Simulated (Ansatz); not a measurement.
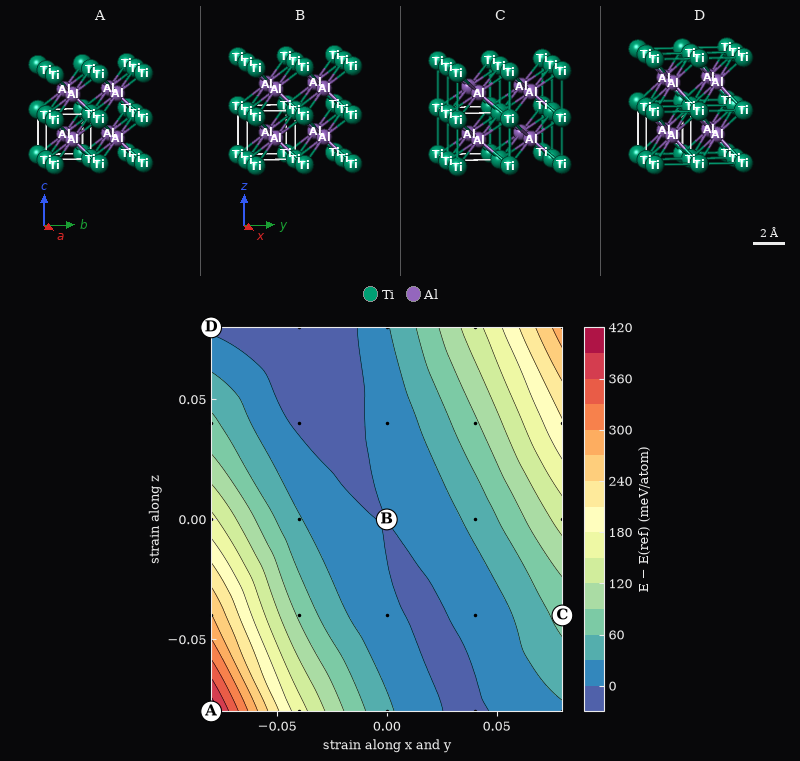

Solid TiAl (Pm-3m): the cell is strained equally along x and y and separately along z, with the atoms kept at their fractional coordinates. x, y and z are the Cartesian axes of the input. The map is interpolated between the computed points (dots). The lettered frames are marked on it. A ball-and-stick model of the cell of the calculation, repeated 2 × 2 × 2 with one cell outlined, seen slightly off an axis.

The calculation used DFT r2SCAN, scalar-relativistic, plane waves, PAW in Ansatz. Settings: plane-wave cutoff 500 eV; k-point mesh 16 × 16 × 16; occupations gaussian; smearing width 0.15 eV; no spin polarisation. Energies (free energies at the smearing named) are counted from the cell as listed in its source, which wasn't relaxed.

### Where is the lowest point of the map, and what else does it tell?

In pairs of (strain along x and y; strain along z): the lowest computed point lies at (−0.040, 0.080) (−28 meV/atom), the highest at (−0.080, −0.080) (413 meV/atom). It lies on the edge of the grid, so the true minimum may be outside the range scanned. The pressure runs from −17.6 GPa at (0.080, 0.080) to 46.7 GPa at (−0.080, −0.080). The frames lie at A (−0.080, −0.080): 413 meV/atom, B (0.000, 0.000): 0 meV/atom, C (0.080, −0.040): 69 meV/atom, D (−0.080, 0.080): −5 meV/atom.
